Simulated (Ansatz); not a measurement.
Consider SnO$_{2}$.

Input

```
crystal:
  lattice:
    - [-1.954045966, 1.954045966, 5.1012501359]
    - [1.954045966, -1.954045966, 5.1012501359]
    - [2.0452294454, 2.0452294454, -5.1012501359]
  atoms:
    - { symbol: Sn, position: [0.75, 0.25, 0.5] }
    - { symbol: Sn, position: [0.0, 0.0, 0.0] }
    - { symbol: O, position: [0.7964012638, 0.7964012638, 0.0] }
    - { symbol: O, position: [0.9535987362, 0.4535987362, 0.5] }
    - { symbol: O, position: [0.2035987362, 0.2035987362, 0.0] }
    - { symbol: O, position: [0.5464012638, 0.0464012638, 0.5] }
kpoints:
  mp_grid: { grid: [6, 6, 6] }
  band_path:
    path:
      - [0.0, 0.0, 0.0]
      - [0.0, 0.0, 0.5]
      - [0.25, 0.25, 0.25]
      - [0.0, 0.5, 0.0]
      - [0.5, 0.5, -0.5]
      - [0.2884139887, 0.7115860113, -0.2884139887]
      - [-0.2884139887, 0.2884139887, 0.2884139887]
      - [-0.0768279775, 0.0768279775, 0.5]
      - [0.5, 0.5, -0.0768279775]
      - [0.260417, 0.260417, 0.197917]
    npoints: 1
hamiltonian:
  xc: hse06
scf:
  occupations: { method: fixed }
  n_extra_bands: 5
output:
  forces: true
  stress: true
  eigenvalues: true
  write_density: true
  write_potential: true
  elf: true
  volumetric_format: npy
```

Launched as:

```sh
ansatz run input.yaml --threads 4 --pin off --max-ram 4608MiB --backend cpu --events-out ev --progress --plain --runs-dir out
```

Below, planes, directions and counts refer to the conventional cell (a = 5.53 Å, b = 5.78 Å, c = 10.20 Å, α = 90.00°, β = 90.00°, γ = 90.00°).

Space group Fddd; a structure from a database of computed crystals, not necessarily the ambient phase; started from the database structure prototype, which need not be the ambient phase; changed on purpose from its base cell (shear xy strain +4.6%).

These are results of DFT, HSE06, plane waves, PAW in Ansatz 0.2.0, not measurements.

> What will maps of the valence pseudo-density and electron localisation function show?

Sn–O (2.06 Å): ρ is about 0.66 e/Å³ halfway; the ELF peaks at about 0.80 in the valence shell of O, 0.6 Å from its nucleus, and is about 0.25 at the midpoint (no localised pair shows between them).

> Metal or insulator at this level of theory?

It is gapped, with a Kohn–Sham gap of 3.4 eV on the k-point mesh, an upper bound to the gap of this method.

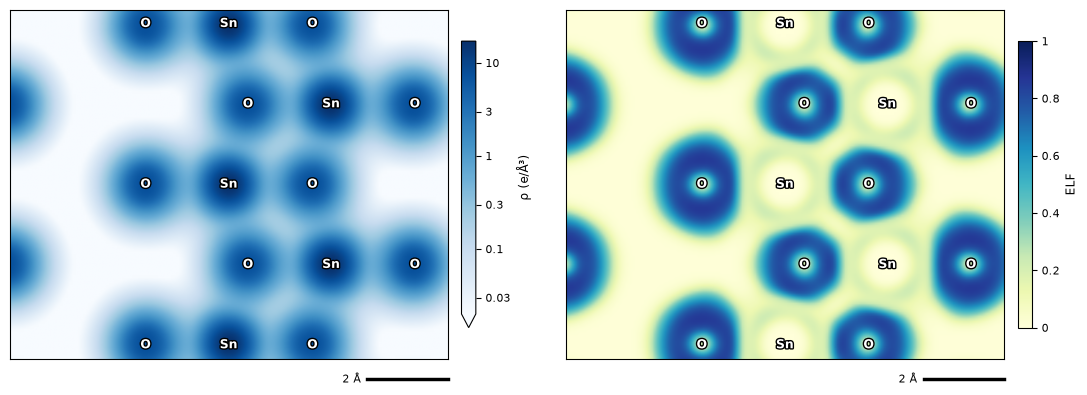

Computed valence pseudo-density and electron localisation function on the (11̄0) plane of the conventional cell, in this order. 

In a PAW calculation such maps are meaningful between the atoms, not at the nuclei.
